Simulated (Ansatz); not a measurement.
System: Mg2Ga2O3.

Input

```
crystal:
  lattice:
    - [2.9509359812, -0.0294637587, 0.0296722118]
    - [-1.4362675961, 5.2269974598, -0.0077341368]
    - [-0.1123169088, -2.6690625031, 6.9646294521]
  atoms:
    - { symbol: Mg, position: [0.6163300166, 0.232761013, 0.455229352] }
    - { symbol: Mg, position: [0.3836699834, 0.767238987, 0.544770648] }
    - { symbol: Ga, position: [0.8407577097, 0.6784794846, 0.9319770785] }
    - { symbol: Ga, position: [0.1592422903, 0.3215205154, 0.0680229215] }
    - { symbol: O, position: [0.8049419839, 0.6083645993, 0.6759735074] }
    - { symbol: O, position: [0.0, 0.0, 0.5] }
    - { symbol: O, position: [0.1950580161, 0.3916354007, 0.3240264926] }
basis:
  ecutwfc: 420
kpoints:
  mp_grid: { grid: [12, 6, 6] }
  band_path:
    path:
      - [[0.0, 0.0, 0.0], [-0.5, 0.5, 0.0]]
      - [[0.0, 0.0, -0.5], [0.0, 0.0, 0.0], [0.0, -0.5, 0.5]]
      - [[-0.5, 0.0, 0.0], [0.0, 0.0, 0.0], [0.0, -0.5, 0.0]]
      - [[-0.5, 0.0, 0.5], [0.0, 0.0, 0.0], [-0.5, 0.5, -0.5]]
    npoints: 14
hamiltonian:
  xc: pbe
scf:
  occupations: { method: gaussian, width: 0.1 }
  n_extra_bands: 17
output:
  forces: true
  stress: true
  eigenvalues: true
  populations: true
  dos: { projected: true, de: 0.02, nscf_kmesh: { grid: [15, 8, 8] } }
  bader: true
  write_density: true
  write_potential: true
  elf: true
  volumetric_format: npy
```

Run with:

```sh
ansatz run input.yaml --threads 1 --pin off --max-ram 2560MiB --backend cpu --events-out ev --progress --plain --runs-dir out
```

Below, planes, directions and counts refer to the standardised cell (a = 10.42 Å, b = 2.95 Å, c = 7.46 Å, α = 89.88°, β = 110.89°, γ = 89.86°).

Space group P-1; a generated structure, not necessarily the stable one.

Method: DFT PBE, scalar-relativistic, plane waves, PAW (Ansatz).

Q: What can the converged valence pseudo-density and electron localisation function tell about the bonding?

A: Ga–O (1.81 Å): the density is about 0.89 e/Å³ at the midpoint; the ELF peaks at about 0.80 in the valence shell of O, 0.6 Å from its nucleus, and is about 0.40 at the midpoint.
Mg–O (2.06 Å): ρ is about 0.35 e/Å³ halfway; the ELF peaks at about 0.85 in the valence shell of O, 0.6 Å from its nucleus, and is about 0.30 at the midpoint.
Bader's partition of the density gives Mg +1.72, Ga +0.55 and O −1.67 to −1.43 e.

Q: Does the calculation make it a metal, or give it a gap?

A: It is metallic or semimetallic at this level of theory: no gap opens.

Q: Which way does charge flow, and how much by Bader's partition?

A: Electrons move from Mg and Ga towards O. Bader charges: Mg +1.72, Ga +0.55 and O −1.67 to −1.43 e.

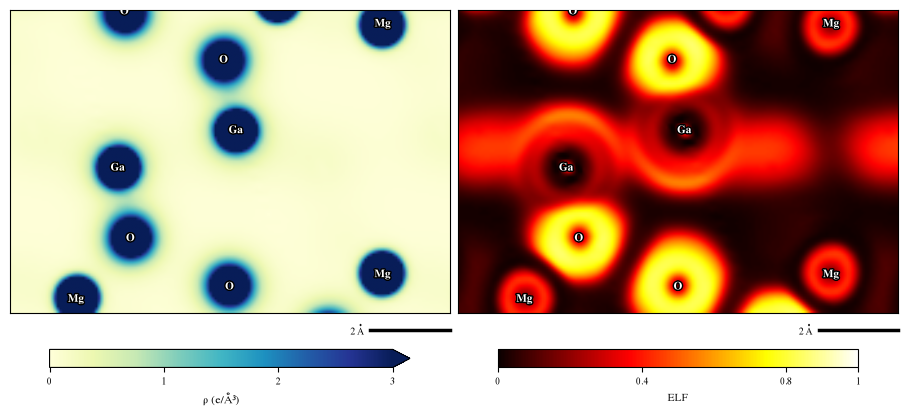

Computed valence pseudo-density and electron localisation function on the (010) plane of the standardised cell, in this order. 

The density is the valence pseudo-density of a PAW calculation; it isn't the true density close to the nuclei.
